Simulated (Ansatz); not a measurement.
The coordinates of a crystal:

```
Mg
1.0
     5.46491    0.00000    0.00000
    -2.73246    4.73275    0.00000
     0.00000    0.00000    5.03000
Mg
4
Cartesian
  3.6131 0.0000 2.5150
  0.9259 1.6037 2.5150
  -1.8066 3.1291 2.5150
  0.0000 0.0000 0.0000
```

> Work out the structure from the coordinates.

The element is magnesium. Space group P-62m (No. 189), lattice primitive hexagonal. The cell holds four atoms. Mg takes two kinds of site: 3g with eight Mg at 3.12 to 3.21 Å; 1a with six Mg at 3.12 Å. The bonds build a three-dimensional framework.

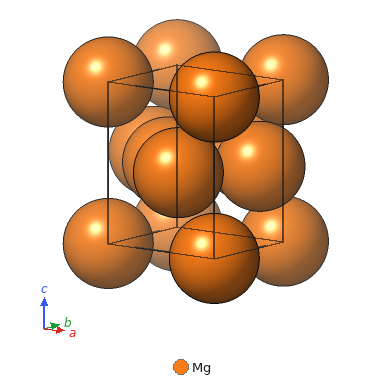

The image is a space-filling drawing of a crystal, viewed slightly off an axis. The conventional unit cell is outlined; an atom on or near a face, edge or corner is repeated at each equivalent position.

The cell started as a structure listed in the Materials Project. Earlier steps of the study may have refined or changed the cell and positions. An electronic-structure calculation with Ansatz was run on it.
